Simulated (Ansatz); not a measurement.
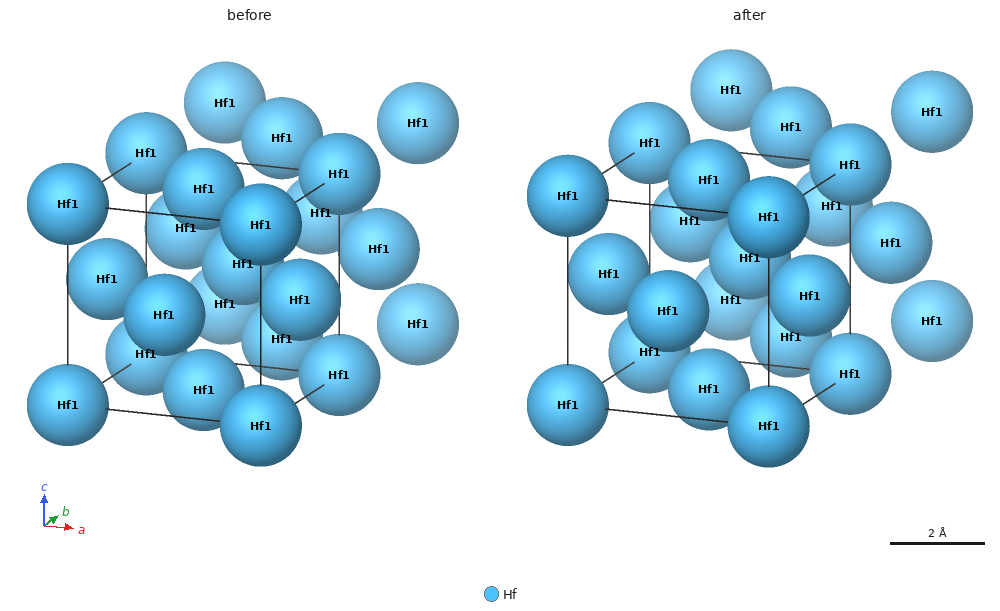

Left: a symmetric starting cell of Hf. Right: the same structure after one change, at the same scale. The picture is a spheres-only view of the conventional cell (4 times the calculation's cell), repeated 1 × 2 × 1 with one cell outlined, seen slightly off an axis. Lengths and directions refer to the drawn axes.

These are results of DFT PBEsol, scalar-relativistic, plane waves, PAW (Ansatz 0.2.0), not measurements. Settings: plane-wave cutoff 420 eV; k-point mesh 16 × 16 × 16; occupations gaussian; smearing width 0.1 eV; no spin polarisation.

What was changed?

All lengths are scaled by +4.0 % (volume +12.6 %), the atoms keeping their fractional coordinates. No relaxation follows. The starting cell wasn't computed here and needn't be at equilibrium, so pressure and forces aren't due to the change alone.

What does the change do?

Some distances before and after: Hf–Hf 3.140 → 3.267 Å. The space group stays Fm-3m (No. 225). The pressure is −11.4 GPa (not all of it need come from the change, since the unchanged cell can be under pressure at this level too). All forces vanish by symmetry.
